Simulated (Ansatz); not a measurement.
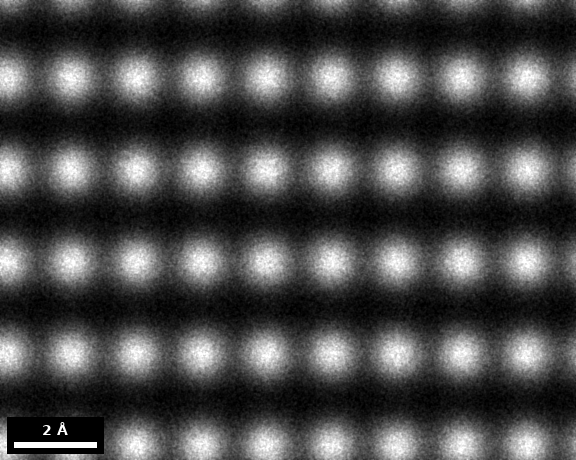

iDPC-like image of Pt (Im-3m, No. 229). Simulated as the projected potential of neutral atoms (B = 0.3 Å²) blurred by a 0.76 Å probe, the thin-sample limit of integrated differential phase contrast. Shot noise was added. Structure: a calculation's starting geometry; the starting structure was generated, so it need not be a known form of this composition.

```
Pt
1.0
     3.16256    0.00000    0.00000
     0.00000    3.16256    0.00000
     0.00000    0.00000    3.16256
Pt
2
Direct
  0.00000 0.00000 0.00000
  0.50000 0.50000 0.50000
```

Which beam direction gives this image, [110], [211], [111] or [001]? (Directions equivalent by symmetry count as one.)

Answer. [110]. The projected cells are 1.58 × 2.24 Å, 90° for [110]; 0.91 × 2.24 Å, 90° for [211]; 2.58 × 2.58 Å, 120° for [111]; 2.24 × 2.24 Å, 90° for [001], and the image repeats as the [110] one does.
